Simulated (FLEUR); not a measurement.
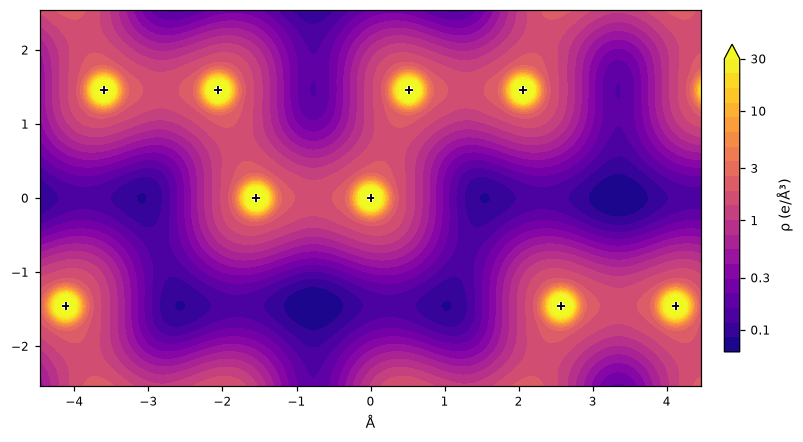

The total electron density on a plane through atoms (crosses mark nuclei in the plane).

Computed with Kohn-Sham DFT of a periodic cell, RPBE, all-electron in FLEUR MaX-R8.1 (later development tree).

Candidates:
A. SnSe, a = 11.42 Å, b = 4.19 Å, c = 4.46 Å, α = 90.00°, β = 90.00°, γ = 90.00°. Space group Pnma.
B. C, a = 2.52 Å, b = 2.52 Å, c = 8.24 Å, α = 90.00°, β = 90.00°, γ = 120.00°. Space group P6₃/mmc.

Which system is this?

Candidate B: C on the (110) plane of the conventional cell, which holds C. C–C (1.54 Å): ρ at the midpoint is about 1.6 e/Å³.
